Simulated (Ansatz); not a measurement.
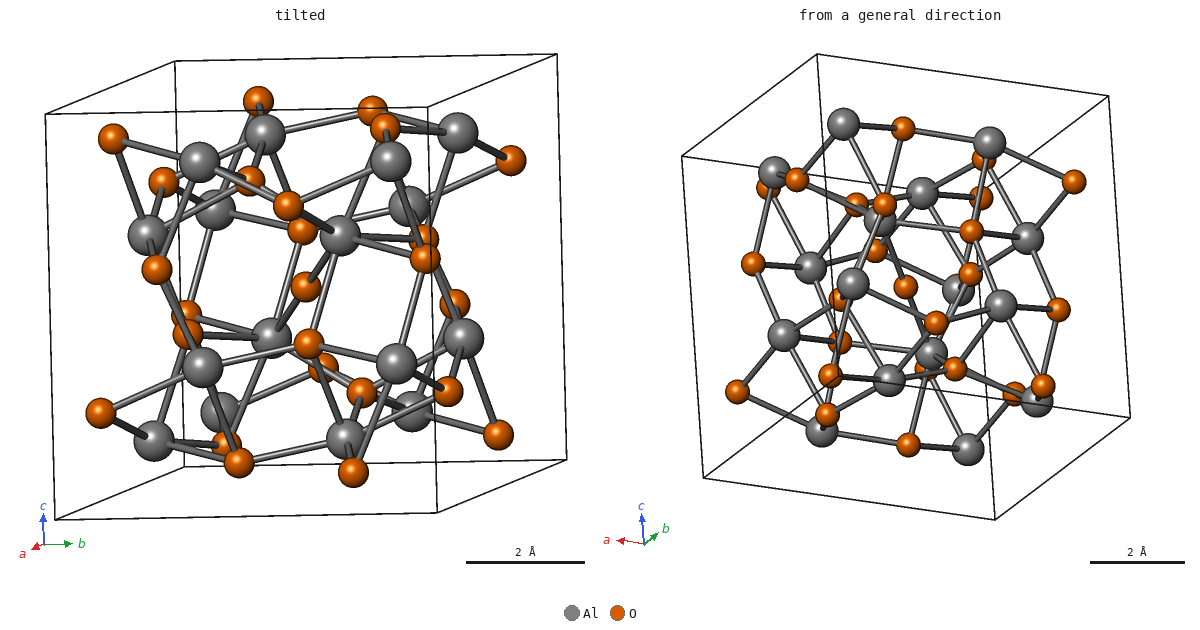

The crystal in a ball-and-stick representation, seen slightly off an axis and from a general direction. One supercell is framed, with atoms on its boundary repeated. The host is Al2O3, in a cell of 40 sites, and the cell is neutral.

Where does the cell differ from the host, and how?

An interstitial oxygen atom. It is bonded to two Al in a linear arrangement at about 1.9 Å.

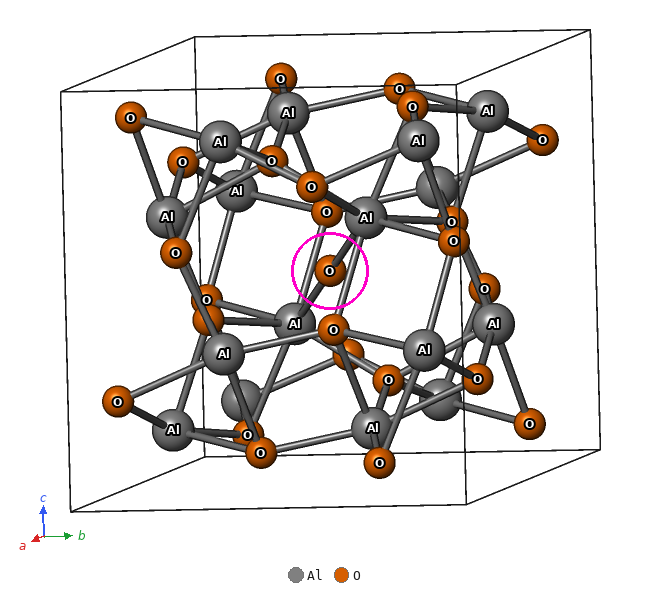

The same cell with a ring at the defect's site.

The atoms were relaxed in the host's cell with Ansatz 0.2.0, DFT PBE, scalar-relativistic, plane waves, PAW.
